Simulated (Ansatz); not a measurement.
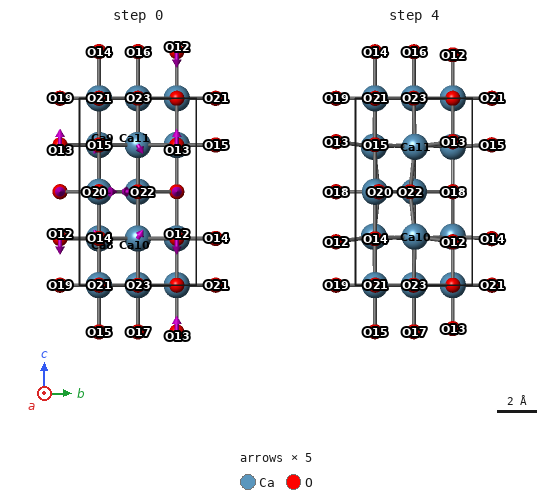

The structure of a defect cell of composition Ca11O12 before (left) and after (right) a relaxation, at one scale. The purple arrows give the displacements, magnified 5 times.

The picture is a ball-and-stick view of the cell of the calculation, reduced to other axes (origin shifted), seen along the a axis. Lengths and directions refer to the drawn axes.

Case: Ca vacancy, atoms relaxed.

Computed with DFT PBE, scalar-relativistic, plane waves, PAW in Ansatz 0.2.0. Settings: plane-wave cutoff 420 eV; k-point mesh 3 × 3 × 2; occupations gaussian; smearing width 0.05 eV; no spin polarisation; atoms relaxed in a fixed cell; force threshold 0.02 eV/Å; at most 50 steps.

Describe what moved and what it gained.

After 4 geometry steps the energy has fallen by 0.901 eV per cell of the calculation. The largest force component goes from 1.3 to 0.0041 eV/Å. The largest moves, 0.22 Å, are those of O atoms. Largest moves by element: O 0.22 Å, Ca 0.11 Å. The lattice vectors keep their values. Some distances before and after: Ca–O 2.404 → 2.234 Å, Ca–O 2.312 → 2.209 Å, Ca–O 2.404 → 2.497 Å, Ca–Ca 3.335 → 3.424 Å. Among the angles between lasting bonds that change: Ca–O–Ca 180.0° → 166.0°, O–Ca–O 90.0° → 103.7°, Ca–O–Ca 120.0° → 130.0°.

Limits of the set-up: the periodic images lie only 6.9 Å apart, so the values are limited by the cell's size.
